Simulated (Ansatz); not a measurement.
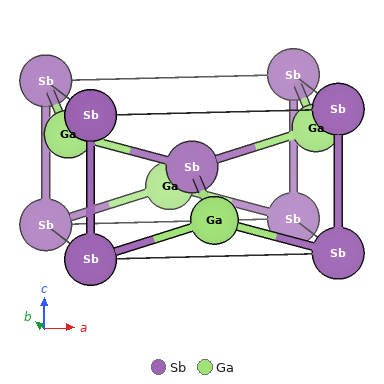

System: GaSb, space group I-4m2 (No. 119). The picture shows the conventional cell.

The given structure:
```
Sb Ga
1.0
    -2.75343    2.75343    1.59071
     2.75343   -2.75343    1.59071
     2.75343    2.75343   -1.59071
Sb Ga
1 1
Direct
  0.00000 0.00000 0.00000
  0.75000 0.25000 0.50000
```

Computed with Ansatz 0.2.0: plane-wave DFT, no spin polarisation; energies at scaled volumes of the given cell, shape and fractions fixed, counted from the fit's minimum, third-order Birch-Murnaghan fit. Level: PBE.

```tsv
setting	value
k mesh	10×10×10
occupations	Fermi–Dirac
smearing width	0.05 eV
potentials	Ansatz PAW
wave cutoff	420 eV
density cutoff	1680 eV
```

Predict the energy and pressure against volume. The volume takes the values 22.67, 23.15, 23.64, 24.12, 24.60, 25.08, 25.57 Å³/atom.

A third-order Birch–Murnaghan fit gives V0 = 24.19 Å³/atom, B0 = 51.9 GPa and B′ = 4.7. The energy is 17.41 meV/atom at volume 22.67 Å³/atom and 11.45 meV/atom at 25.57 Å³/atom; the lowest computed point is at volume 24.12 Å³/atom (0.03 meV/atom). The pressure falls from 3.91 GPa at volume 22.67 Å³/atom to −2.52 GPa at 25.57 Å³/atom, and changes sign near 24.19 Å³/atom.

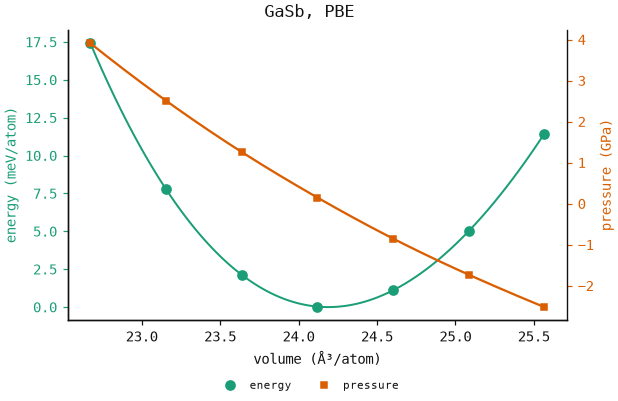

Limits of the calculation: shape and atomic fractions are frozen while scaling, which makes layered, chain and framework solids too stiff.
